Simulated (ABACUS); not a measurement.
# Band-structure run of HfO$_{2}$ (part 1 of 2)

System: HfO$_{2}$ (6 atoms in the cell).
Method: Kohn-Sham DFT of a periodic cell, r2SCAN, SG15 ONCV 1.2 PBE, no spin polarisation (ABACUS 3.10.1).

The structure derives from a Materials Project entry.

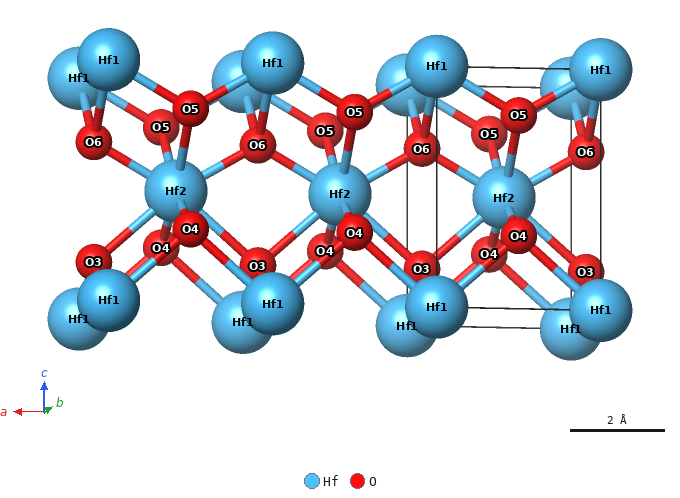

**Figure 1.** The structure (ball-and-stick view of the cell of the calculation, repeated 3 × 1 × 1, seen at an oblique angle; atoms are numbered from 1 in the order of the input). An atom can appear more than once, as a periodic image.

## The input
```
INPUT_PARAMETERS
suffix              HfO2
calculation         scf
basis_type          pw
pseudo_dir          ./
symmetry            1
dft_functional      MGGA_X_R2SCAN+MGGA_C_R2SCAN
ecutwfc             97
pseudo_rcut         7
nspin               1
nbands              52
ks_solver           dav
smearing_method     fd
smearing_sigma      0.00367493
scf_thr             1e-08
scf_nmax            100
mixing_type         broyden
mixing_beta         0.7
cal_force           1
cal_stress          1
mixing_tau          1
out_chg             1
out_pot             2
out_elf             1
```

## File STRU
```
ATOMIC_SPECIES
Hf 178.4900 Hf_ONCV_PBE-1.2.upf
O 15.9990 O_ONCV_PBE-1.2.upf

LATTICE_CONSTANT
1.8897261246

LATTICE_VECTORS
3.5580193300 0.0000000000 0.0000000000
0.0000000000 3.5580193300 0.0000000000
0.0000000000 0.0000000000 5.1718612100

ATOMIC_POSITIONS
Direct

Hf
0.0
2
0.0000000000 0.0000000000 0.0000000000 1 1 1
0.5000000000 0.5000000000 0.5000000000 1 1 1

O
0.0
4
0.0000000000 0.5000000000 0.1972078800 1 1 1
0.5000000000 0.0000000000 0.3027921200 1 1 1
0.5000000000 0.0000000000 0.8027921200 1 1 1
0.0000000000 0.5000000000 0.6972078800 1 1 1
```

## File KPT
```
K_POINTS
0
Gamma
5 5 3 0 0 0
```

Machine: 4 threads of Intel Xeon @ 2.90GHz (Ice Lake), 32 GiB of memory available, shared host.

Run as:
```bash
OMP_NUM_THREADS=1 mpirun -np 4 abacus > log
```

## What the program printed
```
ABACUS v3.10.1

               Atomic-orbital Based Ab-initio Computation at UStc

 ------------------------------------------------------------------------------------

 READING GENERAL INFORMATION
                           global_out_dir = OUT.HfO2/
                           global_in_card = INPUT
                               pseudo_dir = ./
                              orbital_dir =
                                    DSIZE = 4
                                    GSIZE = 1

 READING UNITCELL INFORMATION
                                    ntype = 2
                  lattice constant (Bohr) = 1.88973
              lattice constant (Angstrom) = 1

 READING ATOM TYPE 1
                               atom label = Hf
                      L=0, number of zeta = 1
                      L=1, number of zeta = 1
                      L=2, number of zeta = 1
             number of atom for this type = 2

 READING ATOM TYPE 2
                               atom label = O
                      L=0, number of zeta = 1
                      L=1, number of zeta = 1
                      L=2, number of zeta = 1
             number of atom for this type = 4

                        TOTAL ATOM NUMBER = 6
DIRECT COORDINATES
    atom                   x                   y                   z     mag                  vx                  vy                  vz
taud_Hf1            0.0000000000        0.0000000000        0.0000000000  0.0000        0.0000000000        0.0000000000        0.0000000000
taud_Hf2            0.5000000000        0.5000000000        0.5000000000  0.0000        0.0000000000        0.0000000000        0.0000000000
taud_O1            0.0000000000        0.5000000000        0.1972078800  0.0000        0.0000000000        0.0000000000        0.0000000000
taud_O2            0.5000000000        0.0000000000        0.3027921200  0.0000        0.0000000000        0.0000000000        0.0000000000
taud_O3            0.5000000000        0.0000000000        0.8027921200  0.0000        0.0000000000        0.0000000000        0.0000000000
taud_O4            0.0000000000        0.5000000000        0.6972078800  0.0000        0.0000000000        0.0000000000        0.0000000000

                          Volume (Bohr^3) = 441.835
                             Volume (A^3) = 65.4731

 Lattice vectors: (Cartesian coordinate: in unit of a_0)
             +3.55802                  +0                  +0
                   +0            +3.55802                  +0
                   +0                  +0            +5.17186
 Reciprocal vectors: (Cartesian coordinate: in unit of 2 pi/a_0)
            +0.281055                  -0                  +0
                   -0           +0.281055                  -0
                   +0                  -0           +0.193354
 The esolver type has been set to : ksdft_pw

                PAO radial cut off (Bohr) = 7

 Read in pseudopotential file is Hf_ONCV_PBE-1.2.upf
                     pseudopotential type = NC
          exchange-correlation functional = PBE
                 nonlocal core correction = 0
                        valence electrons = 26
                                     lmax = 3
                           number of zeta = 0
                     number of projectors = 8
                           L of projector = 0
                           L of projector = 0
                           L of projector = 1
                           L of projector = 1
                           L of projector = 2
                           L of projector = 2
                           L of projector = 3
                           L of projector = 3
 XC functional updated to : MGGA_X_R2SCAN+MGGA_C_R2SCAN
          exchange-correlation functional = MGGA_X_R2SCAN+MGGA_C_R2SCAN
                PAO radial cut off (Bohr) = 7

 Read in pseudopotential file is O_ONCV_PBE-1.2.upf
                     pseudopotential type = NC
          exchange-correlation functional = PBE
                 nonlocal core correction = 0
                        valence electrons = 6
                                     lmax = 1
                           number of zeta = 0
                     number of projectors = 4
                           L of projector = 0
                           L of projector = 0
                           L of projector = 1
                           L of projector = 1
 XC functional updated to : MGGA_X_R2SCAN+MGGA_C_R2SCAN
          exchange-correlation functional = MGGA_X_R2SCAN+MGGA_C_R2SCAN
     initial pseudo atomic orbital number = 0

 SETUP THE ELECTRONS NUMBER
            electron number of element Hf = 26
      total electron number of element Hf = 52
             electron number of element O = 6
       total electron number of element O = 24
            AUTOSET number of electrons:  = 76
                           occupied bands = 38
                                   NBANDS = 52
                                   NLOCAL = 54

%%%%%%%%%%%%%%%%%%%%%%%%%%%%%%%%%%%%%%%%%%%%%%%%%%%%%%%%%%%%%%%%%%%%%%%%%%%%%%%%%%%%%%%%%%%%%%%%%%%%%%%%%%
 Warning: the number of valence electrons in pseudopotential > 4 for Hf: [Xe] 4f14 5d2 6s2
 Pseudopotentials with additional electrons can yield (more) accurate outcomes, but may be less efficient.
 If you're confident that your chosen pseudopotential is appropriate, you can safely ignore this warning.
%%%%%%%%%%%%%%%%%%%%%%%%%%%%%%%%%%%%%%%%%%%%%%%%%%%%%%%%%%%%%%%%%%%%%%%%%%%%%%%%%%%%%%%%%%%%%%%%%%%%%%%%%%

 SETUP THE PLANE WAVE BASIS
 energy cutoff for charge/potential (unit:Ry) = 388
            fft grid for charge/potential = [ 45, 45, 64 ]
                        fft grid division = [ 1, 1, 1 ]
        big fft grid for charge/potential = [ 45, 45, 64 ]
                                     nbxx = 32400
                                     nrxx = 32400

 SETUP PLANE WAVES FOR CHARGE/POTENTIAL
                    number of plane waves = 56937
                         number of sticks = 1389

 PARALLEL PW FOR CHARGE/POTENTIAL
     PROC   COLUMNS(POT)             PW
        1            347          14235
        2            348          14236
        3            347          14231
        4            347          14235
 --------------- sum -------------------
        4           1389          56937
                            number of |g| = 3032
                                  max |g| = 35.0876
                                  min |g| = 0.0789921

----------- Double Check Mixing Parameters Begin ------------
mixing_type: broyden
mixing_beta: 0.7
mixing_gg0: 1
mixing_gg0_min: 0.1
mixing_ndim: 8
----------- Double Check Mixing Parameters End ------------

 LATTICE VECTORS: (CARTESIAN COORDINATE: IN UNIT OF A0)
             +3.55802                  +0                  +0
                   +0            +3.55802                  +0
                   +0                  +0            +5.17186
                       right hand lattice = 1
                                   NORM_A = 3.55802
                                   NORM_B = 3.55802
                                   NORM_C = 5.17186
                           ALPHA (DEGREE) = 90
                           BETA  (DEGREE) = 90
                           GAMMA (DEGREE) = 90

 The lattice vectors have been changed (STRU_SIMPLE.cif)

(for optimal symmetric configuration:)
                             BRAVAIS TYPE = 5
                     BRAVAIS LATTICE NAME = 05. Tetrogonal P (simple)
                                    ibrav = 5
                                    IBRAV = 5
                                  BRAVAIS = SIMPLE TETROGONAL CELL
                       LATTICE CONSTANT A = 3.55802
                                C/A RATIO = 1.45358
Original cell was already a primitive cell.
                        ROTATION MATRICES = 16
              PURE POINT GROUP OPERATIONS = 8
                   SPACE GROUP OPERATIONS = 16
                                       C2 = 3
                                       C3 = 0
                                       C4 = 0
                                       C6 = 0
                                       S1 = 2
                                       S3 = 0
                                       S4 = 2
                                       S6 = 0
                              POINT GROUP = D_2d
               POINT GROUP IN SPACE GROUP = D_4h

 SETUP K-POINTS
                                    nspin = 1
                   Input type of k points = Monkhorst-Pack(Gamma)
                                   nkstot = 75
                       right hand lattice = 1
(for reciprocal lattice: )
                             BRAVAIS TYPE = 5
                     BRAVAIS LATTICE NAME = 05. Tetrogonal P (simple)
                                    ibrav = 5
                       right hand lattice = 1
(for k-lattice: )
                             BRAVAIS TYPE = 5
                     BRAVAIS LATTICE NAME = 05. Tetrogonal P (simple)
                                    ibrav = 5
                       right hand lattice = 1
                        ROTATION MATRICES = 16
                               nkstot_ibz = 12
K-POINTS REDUCTION ACCORDING TO SYMMETRY
     IBZ    DIRECT_X    DIRECT_Y    DIRECT_Z  WEIGHT  ibz2bz
       1  0.00000000  0.00000000  0.00000000  0.0133       0
       2  0.20000000  0.00000000  0.00000000  0.0533       1
       3  0.40000000  0.00000000  0.00000000  0.0533       2
       4  0.20000000  0.20000000  0.00000000  0.0533       6
       5  0.40000000  0.20000000  0.00000000  0.1067       7
       6  0.40000000  0.40000000  0.00000000  0.0533      12
       7  0.00000000  0.00000000  0.33333333  0.0267      25
       8  0.20000000  0.00000000  0.33333333  0.1067      26
       9  0.40000000  0.00000000  0.33333333  0.1067      27
      10  0.20000000  0.20000000  0.33333333  0.1067      31
      11  0.40000000  0.20000000  0.33333333  0.2133      32
      12  0.40000000  0.40000000  0.33333333  0.1067      37

                               nkstot now = 12
[... K-POINTS DIRECT COORDINATES: 12 rows ...]

           k-point number in this process = 12
       minimum distributed K point number = 12
[... stars of the k points ...]

[... K-POINTS CARTESIAN COORDINATES: 12 rows ...]

[... K-POINTS DIRECT COORDINATES: 12 rows ...]

 SETUP PLANE WAVES FOR WAVE FUNCTIONS
     energy cutoff for wavefunc (unit:Ry) = 97
              fft grid for wave functions = [ 45, 45, 64 ]
                    number of plane waves = 8433
                         number of sticks = 385

 PARALLEL PW FOR WAVE FUNCTIONS
     PROC   COLUMNS(POT)             PW
        1             96           2108
        2             97           2111
        3             96           2106
        4             96           2108
 --------------- sum -------------------
        4            385           8433

 SETUP NONLOCAL PSEUDOPOTENTIALS IN PLANE WAVE BASIS
 Hf non-local projectors:
 projector 1 L=0
 projector 2 L=0
 projector 3 L=1
 projector 4 L=1
 projector 5 L=2
 projector 6 L=2
 projector 7 L=3
 projector 8 L=3
 O non-local projectors:
 projector 1 L=0
 projector 2 L=0
 projector 3 L=1
 projector 4 L=1
      TOTAL NUMBER OF NONLOCAL PROJECTORS = 96

 Init Non-Local PseudoPotential table :
 Init Non-Local-Pseudopotential done.

                                     npwx = 1805

 -------------------------------------------
 SELF-CONSISTENT
 -------------------------------------------
                                 init_chg = atomic

 PW ALGORITHM --------------- ION=   1  ELEC=   1--------------------------------

 Density error is 2.03550255018
                          Error Threshold = 0.01
----------------------------------------------------------
     Energy           Rydberg                 eV
----------------------------------------------------------
 E_KohnSham     -1020.1310160748     -13879.5945251468
 E_Harris       -1026.3548373267     -13964.2739575068
 E_Fermi        1.3911690958         18.9278265844
----------------------------------------------------------

 PW ALGORITHM --------------- ION=   1  ELEC=   2--------------------------------

 Density error is 1.51826833021
                          Error Threshold = 0.00267829282919
----------------------------------------------------------
     Energy           Rydberg                 eV
----------------------------------------------------------
 E_KohnSham     -1020.7831369264     -13888.4670845126
 E_Harris       -1010.2494910733     -13745.1494801973
 E_Fermi        1.5006479634         20.4173629946
----------------------------------------------------------

 PW ALGORITHM --------------- ION=   1  ELEC=   3--------------------------------

 Density error is 0.0392344724555
                          Error Threshold = 0.00199772148711
----------------------------------------------------------
     Energy           Rydberg                 eV
----------------------------------------------------------
 E_KohnSham     -1021.2020891637     -13894.1672221304
 E_Harris       -1021.1713118881     -13893.7484758129
 E_Fermi        1.3994804215         19.0409079712
----------------------------------------------------------

 PW ALGORITHM --------------- ION=   1  ELEC=   4--------------------------------

 Density error is 0.00244853406625
                          Error Threshold = 5.16243058625e-05
----------------------------------------------------------
     Energy           Rydberg                 eV
----------------------------------------------------------
 E_KohnSham     -1021.2131833592     -13894.3181664041
 E_Harris       -1021.4254776144     -13897.2065779272
 E_Fermi        1.3993648922         19.0393361146
----------------------------------------------------------

 PW ALGORITHM --------------- ION=   1  ELEC=   5--------------------------------

 Density error is 0.000601502623423
                          Error Threshold = 3.22175535033e-06
----------------------------------------------------------
     Energy           Rydberg                 eV
```
